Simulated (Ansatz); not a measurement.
W$_{22}$S$_{43}$: several calculations on one system

### Relaxation

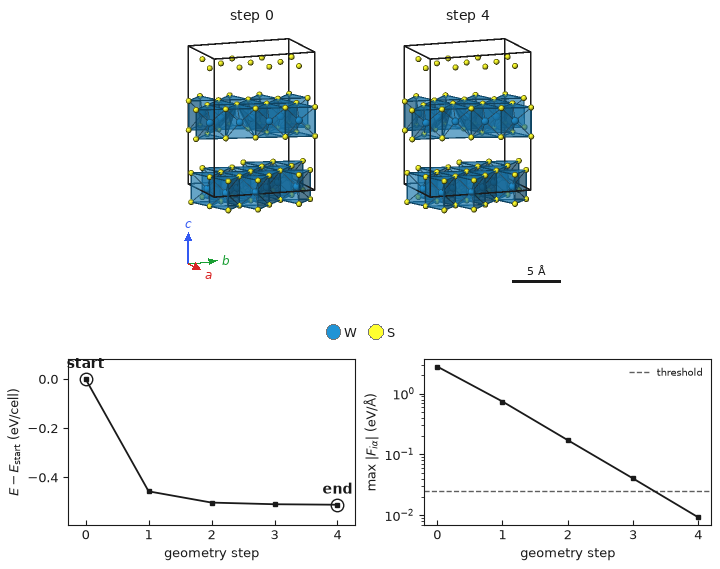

First and last geometry of a relaxation of a defect cell of composition W$_{22}$S$_{43}$, with the history of the run. Style: polyhedral. Shown: the cell of the calculation (origin shifted), slightly off an axis.

Case: S vacancy (site f), charge +0, atoms relaxed at the host's cell.

These are results of DFT PBE, scalar-relativistic, plane waves, PAW (Ansatz 0.2.0), not measurements. Set-up: plane-wave cutoff 420 eV; k-point mesh 2 × 2 × 2; occupations gaussian; smearing width 0.01 eV; mesh shifted by (0.5, 0.5, 0.5); no spin polarisation; atoms relaxed in a fixed cell; force threshold 0.025 eV/Å; at most 45 steps.

> Did the run converge, and what did it change?

It converged. The largest move is that of a W atom, 0.19 Å along [−1 −3 2]. Largest moves by element: W 0.19 Å, S 0.10 Å. The cell doesn't change. Near-neighbour distances that change, for instance: W–W 3.253 → 3.055 Å, W–W 3.112 → 3.242 Å, S–W 2.291 → 2.416 Å, S–W 2.514 → 2.393 Å. Bond angles that change, for instance: S–W–S 131.3° → 136.8°, S–W–S 85.6° → 80.2°, S–W–S 78.6° → 83.0°. After 4 geometry steps the energy has fallen by 0.511 eV per cell of the calculation. Largest force component: 2.8 eV/Å at the start, 0.0092 eV/Å at the end. The run took 3.1 min on 8 threads of Intel(R) Xeon(R) Platinum 8259CL CPU @ 2.50GHz (Skylake/Cascade Lake) (shared host), peak memory 8.2 GiB.

Limits of the set-up: the periodic images lie only 8.4 Å apart, so the values are limited by the cell's size.

### Relaxation

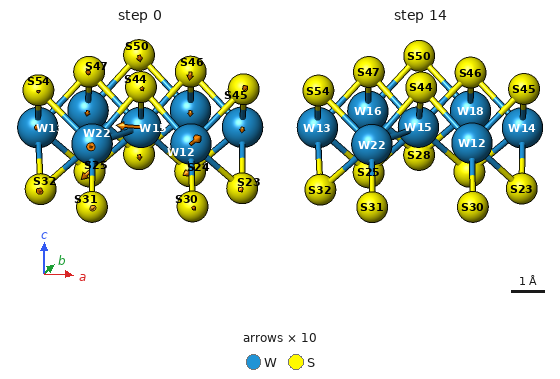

The structure of a defect cell of composition W₂₂S₄₃ (cell charge −1) before (left) and after (right) a relaxation, at one scale. The orange arrows give the displacements, 10 times their true length.

A ball-and-stick model of the atoms within 5.0 Å of the atom that moves most (axes of the cell of the calculation), seen slightly off an axis.

Case: S vacancy (site f), charge -1, atoms relaxed at the host's cell.

Method: DFT PBE, scalar-relativistic, plane waves, PAW in Ansatz 0.2.0. Set-up: plane-wave cutoff 420 eV; k-point mesh 2 × 2 × 2; occupations gaussian; smearing width 0.01 eV; mesh shifted by (0.5, 0.5, 0.5); collinear spin; atoms relaxed in a fixed cell; force threshold 0.025 eV/Å; at most 45 steps.

### Describe what moved and what it gained.

The largest move is that of W15, 0.082 Å roughly along [−2 −1 0]. Largest moves by element: W 0.082 Å, S 0.039 Å. The lattice vectors keep their values. Among the contacts that change: W15–W22 3.074 → 2.986 Å, W12–W15 3.057 → 3.137 Å, W14–W15 3.145 → 3.221 Å, W13–W15 3.193 → 3.127 Å. Among the angles between lasting bonds that change: S25–W15–S44 135.6° → 138.9°, W12–S44–W15 78.7° → 81.8°, S24–W15–S44 137.2° → 134.5°. The energy falls by 65.9 meV per cell of the calculation in 13 accepted moves (14 points after the start). The largest force component goes from 0.75 to 0.014 eV/Å. 1 step only repeated the SCF at the same geometry. The run took 42 min on 8 threads of Intel(R) Xeon(R) Platinum 8259CL CPU @ 2.50GHz (Skylake/Cascade Lake), with other jobs on the host, peak memory 15 GiB.

Limits of the set-up: the periodic images lie only 8.4 Å apart, so the values are limited by the cell's size; the cell is charged, on a uniform background, and energies carry no finite-size correction.

### Defect

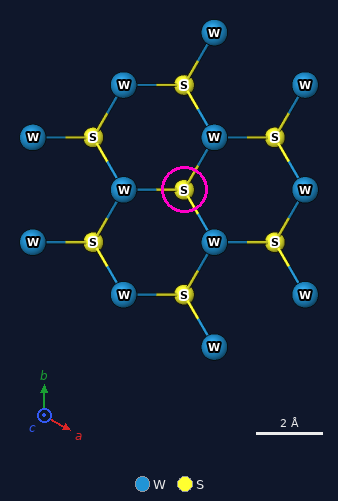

Perfect WS$_{2}$. Style: ball-and-stick. Shown: the atoms within 5.4 Å of one point, in a slice 4.2 Å thick across the line of sight, along the c axis.

All numbers below come from Ansatz, DFT PBE, scalar-relativistic, plane waves, PAW. Settings: plane-wave cutoff 420 eV; k-point mesh 2 × 2 × 2; occupations gaussian; smearing width 0.01 eV; mesh shifted by (0.5, 0.5, 0.5); no spin polarisation. The cell is small and the k-mesh coarse, so the numbers are rough. The axes drawn are those of the host's conventional cell.

A sulfur atom is taken out (a vacancy) at the ringed place, in charge state 0. The supercell has 66 sites, and the atoms are relaxed at the host's cell.

How do the neighbours respond?

Around the empty S site the host had 3 W at 2.42 Å; after relaxation the nearest atoms are 3 W at 2.38 to 2.39 Å. Of the host's atoms, a sulfur atom moves furthest from its site, by 0.10 Å.

The relaxed defect, seen from the same direction:

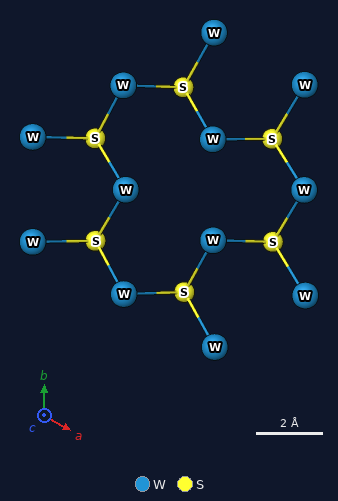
